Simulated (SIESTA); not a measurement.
# Energy of AlRu along an even scaling of the cell

System: AlRu (2 atoms in the cell).
Method: Kohn-Sham DFT of a periodic cell, PBE, PseudoDojo 0.4 standard, converted to PSML, no spin polarisation (SIESTA 5.4.2).

The 7 runs differ only in the geometry, by an even scaling of the cell at fixed fractional positions. The structure derives from an entry of the Crystallography Open Database.

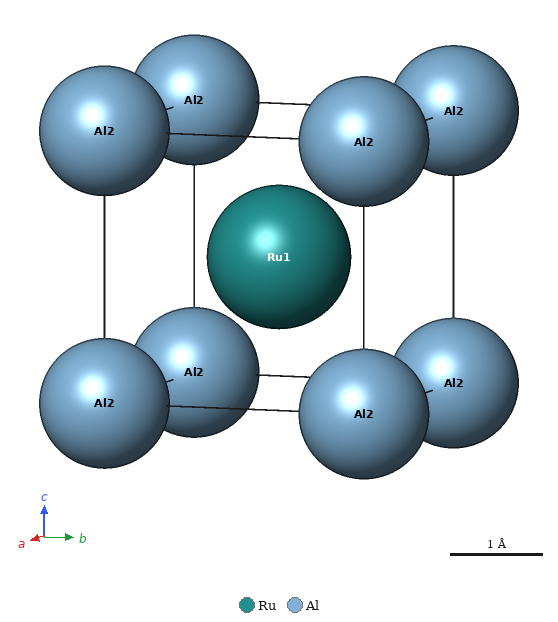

Figure 1. The structure of run 4 (spheres-only view of the cell of the calculation, seen slightly off an axis; atoms are numbered from 1 in the order of the input).

### Input of run 4
```
SystemName                      AlRu
SystemLabel                     AlRu
NumberOfSpecies                 2
NumberOfAtoms                   2
%block ChemicalSpeciesLabel
  1  44 Ru
  2  13 Al
%endblock ChemicalSpeciesLabel

LatticeConstant                 1.0 Ang
%block LatticeVectors
     2.9916000000     0.0000000000     0.0000000000
     0.0000000000     2.9916000000     0.0000000000
     0.0000000000     0.0000000000     2.9916000000
%endblock LatticeVectors
AtomicCoordinatesFormat         Fractional
%block AtomicCoordinatesAndAtomicSpecies
     0.5000000000     0.5000000000     0.5000000000  1  Ru
     0.0000000000     0.0000000000     0.0000000000  2  Al
%endblock AtomicCoordinatesAndAtomicSpecies

%block kgrid.MonkhorstPack
    9   0   0  0.0
    0   9   0  0.0
    0   0   9  0.0
%endblock kgrid.MonkhorstPack
XC.Functional                   GGA
XC.Authors                      PBE
PAO.BasisSize                   DZP
PAO.EnergyShift                 0.002 Ry
Mesh.Cutoff                     800 Ry
OccupationFunction              FD
ElectronicTemperature           0.05 eV
MaxSCFIterations                120
SCF.MustConverge                false
SCF.Mixer.Method                Pulay
SCF.Mixer.Weight                0.25
SCF.Mixer.History               8
SCF.DM.Tolerance                5.0e-05
SCF.H.Tolerance                 1.0e-03 eV
WriteForces                     true
Charge.Mulliken                 end
%block PAO.Basis
  Al 2
  n=3 0 2
    7.312 0.000
  n=3 1 2 P 1
    9.500 0.000
%endblock PAO.Basis
```

Command:
```bash
siesta AlRu.fdf > AlRu.out 2>&1
```

Lattice vectors (Å) and fractional positions of run 4:
```
   2.991600    0.000000    0.000000
   0.000000    2.991600    0.000000
   0.000000    0.000000    2.991600
Ru  0.500000  0.500000  0.500000
Al  0.000000  0.000000  0.000000
```

Run 5 differs from it as follows:
```diff
-     2.9916000000     0.0000000000     0.0000000000
-     0.0000000000     2.9916000000     0.0000000000
-     0.0000000000     0.0000000000     2.9916000000
+     3.0114124979     0.0000000000     0.0000000000
+     0.0000000000     3.0114124979     0.0000000000
+     0.0000000000     0.0000000000     3.0114124979
```

### Results, with one run withheld

| run | volume per atom (Å³) | free energy per atom, from the lowest run given (meV) | pressure (GPa) |
| --- | --- | --- | --- |
| 1 | 12.584 | 54.43 | 19.03 |
| 2 | 12.851 | 27.53 | 13.25 |
| 3 | 13.119 | 9.76 | 8.19 |
| 4 | 13.387 | 0.00 | 3.58 |
| 5 | 13.655 | ? | ? |
| 6 | 13.922 | 1.75 | −4.28 |
| 7 | 14.190 | 11.83 | −7.65 |

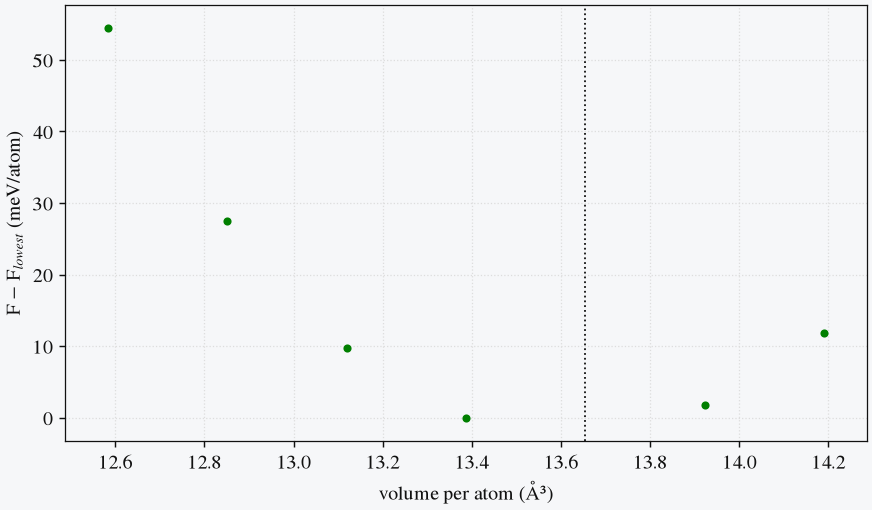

Figure 2. Free energy per atom of the runs given; the dotted line marks run 5.

Fit the runs given and predict run 5.

A cubic polynomial in V^(−2/3) (the Birch–Murnaghan form), fitted to the 6 runs given, misses them by at most 0.05 meV per atom. With x = V^(−2/3) − 0.17794 Å⁻², it reads F = 1.6402 + 3225.5 x + 6.3608e+05 x² + 8.4917e+05 x³ (meV per atom). At run 5 it gives −2.39 meV per atom, and the run itself gives −2.39. The slope of the fit gives a pressure −dF/dV of −0.60 GPa there, and the run prints −0.60 GPa. The fit has its minimum at 13.614 Å³ per atom, where V d²F/dV² gives 203 GPa: the bulk modulus at this level, since symmetry fixes the shape and the positions.

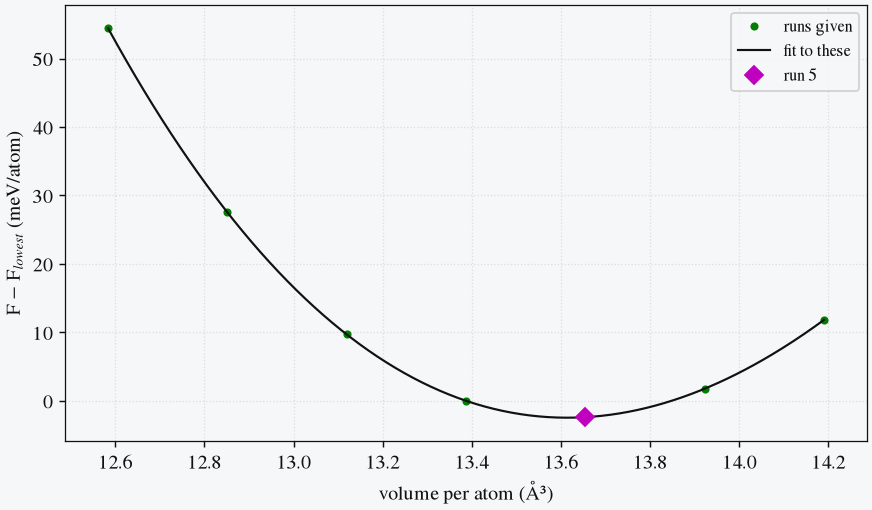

Figure 3. The fit and the withheld run.

### Some lines of the output (run 5)
```
[...]
outcell: Cell volume (Ang**3)        :     27.3093
stepf: Fermi-Dirac step function
siesta: Etot    =     -2811.536494
siesta: FreeEng =     -2811.544111
        iscf     Eharris(eV)        E_KS(eV)     FreeEng(eV)     dDmax    Ef(eV) dHmax(eV)
siesta: E_KS(eV) =            -2814.5487
siesta: E_KS - E_eggbox =     -2814.5487
siesta: Etot    =     -2814.548659
siesta: FreeEng =     -2814.565088
siesta:         Fermi =      -7.197571
siesta: Cell volume =         27.309311 Ang**3
    Orbital volume contribution        =           3.541169 eV
```

Notes: Points of doubt noted for this run: mulliken charges of long orbitals. With a small basis of atomic orbitals these values can differ much from converged plane-wave results.
